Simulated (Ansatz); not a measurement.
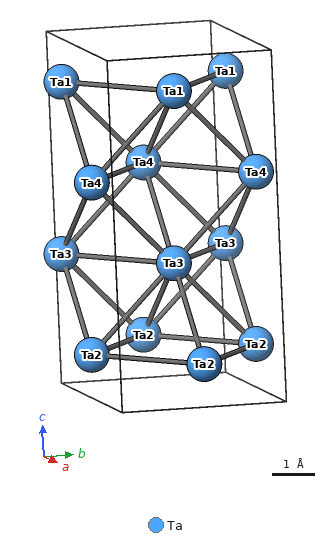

Figure 1. The structure as given in the input (ball-and-stick view of the cell 2 times as large as that of the calculation, set on its symmetry axes, seen slightly off an axis; atoms are numbered from 1 in the order of the input).

# Two runs on Ta

System: Ta (4 atoms in the cell).
Method of the first run: DFT, PBE, plane waves, PAW, no spin polarisation (Ansatz 0.2.0).

The structure derives from an entry of the Crystallography Open Database. Text and figures count atoms from 1; the logs count them from 0 in places.

**The input, the first run**
```yaml
crystal:
  lattice:
    - [-2.1115095939, -2.1115095939, 0.0]
    - [2.1115095939, -2.1115095939, 0.0]
    - [0.0, -1.055754797, 8.4460383756]
  atoms:
    - { symbol: Ta, position: [-0.21875, -0.21875, 0.875] }
    - { symbol: Ta, position: [0.46875, 0.46875, 0.125] }
    - { symbol: Ta, position: [-0.09375, -0.09375, 0.375] }
    - { symbol: Ta, position: [0.34375, 0.34375, 0.625] }
basis:
  ecutwfc: "500 eV"
kpoints:
  mp_grid: { grid: [15, 15, 5] }
hamiltonian:
  xc: pbe
scf:
  occupations: { method: gaussian, width: 0.15 }
output:
  forces: true
  eigenvalues: true
  stress: true
```

Launched with:
```bash
ansatz run input.yaml --threads 2 --pin off --max-ram 4096MiB --backend cpu --events-out ev --progress --plain --runs-dir out
```

Hardware: 2 threads of Arm Neoverse V1, 24 GiB of memory available, shared host.

**Output, shortened to warnings, some set-up lines, iterations and results (the first run)**
```
Basis set: ecut = 500 eV, 1939 PW (Γ), exchange–correlation on 48×48×128 points (8 copies of the dense FFT grid, shifted against one another)
Symmetry: 4 space group operations
k-points: 304 of 1125
Initial density: superposition of atomic densities (neutral atoms: chi_scale 0, normalization atom), corrected by the library's trained network
[...]
SCF iter   1: F=—  HF=-39727.107208 eV  |F-HF|=—  |Δ(HF+E_count)|=         —  Δρ=5.81e-3  dr2=1.48e-1  ethr=1.77e-3  ⟨swp⟩=4.2  Hψ=39092  notcnv=0
SCF iter   2: F=—  HF=-39727.100095 eV  |F-HF|=—  |Δ(HF+E_count)|=   7.11e-3  Δρ=3.09e-3  dr2=1.62e-2  ethr=2.84e-4  ⟨swp⟩=1.0  Hψ=12160  notcnv=0  defer=1
SCF iter   3: F=—  HF=-39727.098468 eV  |F-HF|=—  |Δ(HF+E_count)|=   1.63e-3  Δρ=1.19e-3  dr2=5.48e-3  ethr=3.11e-5  ⟨swp⟩=1.0  Hψ=9578  notcnv=0  defer=1
SCF iter   4: F=—  HF=-39727.097984 eV  |F-HF|=—  |Δ(HF+E_count)|=   4.84e-4  Δρ=2.54e-4  dr2=6.69e-5  ethr=1.05e-5  ⟨swp⟩=1.2  Hψ=9654  notcnv=0  defer=1
SCF iter   5: F=—  HF=-39727.097952 eV  |F-HF|=—  |Δ(HF+E_count)|=   3.23e-5  Δρ=7.25e-5  dr2=1.56e-5  ethr=1.29e-7  ⟨swp⟩=2.0  Hψ=12690  notcnv=0  defer=1
SCF iter   6: F=—  HF=-39727.097951 eV  |F-HF|=—  |Δ(HF+E_count)|=   1.05e-6  Δρ=1.84e-5  dr2=7.50e-7  ethr=3.00e-8  ⟨swp⟩=2.0  Hψ=10877  notcnv=0  defer=1
SCF iter   7: F=-39727.097951 eV  HF=-39727.097951 eV  |F-HF|=4.96e-9  |Δ(HF+E_count)|=   9.72e-8  Δρ=2.51e-6  dr2=8.13e-9  ethr=1.92e-10  ⟨swp⟩=7.2  Hψ=37207  notcnv=0
SCF 1 converged in 7 iterations: F = -39727.097951 eV  dr2 = 8.13e-9
SCF converged after 7 iterations
Free energy (F): -39727.097951 eV
Harris-Foulkes:  -39727.097951 eV  (|F-HF|=4.96e-9)
Internal energy: -39727.050001 eV  (E = F + TS)
E sigma→0 (E₀):  -39727.073976 eV
Entropy (-TS):   -0.047950 eV (-11.988 meV/atom)
Fermi energy:    18.036173 eV
--- Per-component energies (eV) ---
  E_band       = -463.029955
  E_kinetic    = 1463.208253
  E_local      = -2359.656847  (includes V_loc(G=0)·N_el)
  E_nonlocal   = 60.290163
  E_hartree    = 819.918255
  E_xc         = -872.836049
  E_vxc        = -814.863716  (∫ρ·V_xc dr)
  E_paw        = -33586.690993  (= ΣΔE_a)
  E_vpaw       = -451.843512  (= ΣTr[D̂ρ^β])
  E_aug_tail   = 0.000344  (compensation charges beyond the density's cutoff)
  E_ewald      = -5251.283126
  E_smearing   = -0.047950  (= −TS)
  E_closure    = 0.000000  (closes the sum)
  Σ components = -39727.097951   (vs F -39727.097951, Δ=0.00e0)
--- Forces (eV/Å), atoms counted from 1 ---
  atom   1  Ta     0.00000000    -2.16765597    -1.62685800
  atom   2  Ta     0.00000000     2.16765597     1.62685800
  atom   3  Ta     0.00000000    -0.34803171     0.02640925
  atom   4  Ta     0.00000000     0.34803171    -0.02640925
  max |Σ_I F_I| component: 2.22e-16 eV/Å
--- Stress (GPa, compression-positive) ---
       -2.537959       0.000000       0.000000
        0.000000      -1.206492       5.281500
        0.000000       5.281500      12.914229
  P = ⅓ Tr σ = 3.0566 GPa (30.566 kbar)
```

For the second run the input was changed thus:
```diff
-  ecutwfc: "500 eV"
+  ecutwfc: 420
```

What does this change do to the results?

The free energy of the second run is 0.6 meV per atom higher, which measures how much it depends on this numerical setting. More plane waves can only lower the energy of a fixed Hamiltonian, so the higher cutoff gives the lower value. The number of SCF iterations is the same. The plane waves at Γ go from 1939 to 1421.

**Output, shortened to warnings, some set-up lines, iterations and results (the second run)**
```
Basis set: ecut = 420 eV, 1421 PW (Γ), exchange–correlation on 40×40×120 points (8 copies of the dense FFT grid, shifted against one another)
Symmetry: 4 space group operations
k-points: 304 of 1125
Initial density: superposition of atomic densities (neutral atoms: chi_scale 0, normalization atom), corrected by the library's trained network
[...]
SCF iter   1: F=—  HF=-39727.105131 eV  |F-HF|=—  |Δ(HF+E_count)|=         —  Δρ=5.78e-3  dr2=1.48e-1  ethr=1.77e-3  ⟨swp⟩=4.2  Hψ=38908  notcnv=0
SCF iter   2: F=—  HF=-39727.097888 eV  |F-HF|=—  |Δ(HF+E_count)|=   7.24e-3  Δρ=3.08e-3  dr2=1.62e-2  ethr=2.84e-4  ⟨swp⟩=1.0  Hψ=12160  notcnv=0  defer=1
SCF iter   3: F=—  HF=-39727.096209 eV  |F-HF|=—  |Δ(HF+E_count)|=   1.68e-3  Δρ=1.19e-3  dr2=5.47e-3  ethr=3.11e-5  ⟨swp⟩=1.0  Hψ=9578  notcnv=0  defer=1
SCF iter   4: F=—  HF=-39727.095723 eV  |F-HF|=—  |Δ(HF+E_count)|=   4.86e-4  Δρ=2.52e-4  dr2=6.71e-5  ethr=1.05e-5  ⟨swp⟩=1.2  Hψ=9656  notcnv=0  defer=1
SCF iter   5: F=—  HF=-39727.095691 eV  |F-HF|=—  |Δ(HF+E_count)|=   3.17e-5  Δρ=7.05e-5  dr2=1.45e-5  ethr=1.29e-7  ⟨swp⟩=2.0  Hψ=12676  notcnv=0  defer=1
SCF iter   6: F=—  HF=-39727.095690 eV  |F-HF|=—  |Δ(HF+E_count)|=   9.95e-7  Δρ=1.81e-5  dr2=7.29e-7  ethr=2.78e-8  ⟨swp⟩=2.0  Hψ=10901  notcnv=0  defer=1
SCF iter   7: F=-39727.095690 eV  HF=-39727.095690 eV  |F-HF|=4.67e-9  |Δ(HF+E_count)|=   9.43e-8  Δρ=2.47e-6  dr2=7.75e-9  ethr=1.92e-10  ⟨swp⟩=6.7  Hψ=36300  notcnv=0
SCF 1 converged in 7 iterations: F = -39727.095690 eV  dr2 = 7.75e-9
SCF converged after 7 iterations
Free energy (F): -39727.095690 eV
Harris-Foulkes:  -39727.095690 eV  (|F-HF|=4.67e-9)
Internal energy: -39727.047741 eV  (E = F + TS)
E sigma→0 (E₀):  -39727.071715 eV
Entropy (-TS):   -0.047949 eV (-11.987 meV/atom)
Fermi energy:    18.036275 eV
--- Per-component energies (eV) ---
  E_band       = -463.026684
  E_kinetic    = 1463.225577
  E_local      = -2359.676756  (includes V_loc(G=0)·N_el)
  E_nonlocal   = 60.278842
  E_hartree    = 819.923752
  E_xc         = -872.845018
  E_vxc        = -814.873958  (∫ρ·V_xc dr)
  E_paw        = -33586.671645  (= ΣΔE_a)
  E_vpaw       = -451.827325  (= ΣTr[D̂ρ^β])
  E_aug_tail   = 0.000633  (compensation charges beyond the density's cutoff)
  E_ewald      = -5251.283126
  E_smearing   = -0.047949  (= −TS)
  E_closure    = -0.000000  (closes the sum)
  Σ components = -39727.095690   (vs F -39727.095690, Δ=0.00e0)
--- Forces (eV/Å), atoms counted from 1 ---
  atom   1  Ta     0.00000000    -2.16765023    -1.62680151
  atom   2  Ta     0.00000000     2.16765023     1.62680151
  atom   3  Ta     0.00000000    -0.34808107     0.02635796
  atom   4  Ta     0.00000000     0.34808107    -0.02635796
  max |Σ_I F_I| component: 5.00e-16 eV/Å
--- Stress (GPa, compression-positive) ---
       -2.533934       0.000000       0.000000
        0.000000      -1.202545       5.281218
        0.000000       5.281217      12.919048
  P = ⅓ Tr σ = 3.0609 GPa (30.609 kbar)
```

**The two runs side by side**

| quantity | the first run | the second run |
| --- | --- | --- |
| outcome | converged | converged |
| free energy per atom (eV) | −9931.7745 | −9931.7739 |
| energy per atom, smearing taken to zero (eV) | −9931.7685 | −9931.7679 |
| gap on the mesh (eV) | 0.00 | 0.00 |
| pressure (GPa) | 3.06 | 3.06 |
| largest force (eV/Å) | 2.710 | 2.710 |
| SCF iterations | 7 | 7 |
| irreducible k-points | 304 | 304 |
| plane waves at Γ | 1939 | 1421 |
| wall time (shared host) | 20 s | 15 s |

For both runs: Spin–orbit coupling is left out, which matters for Ta.
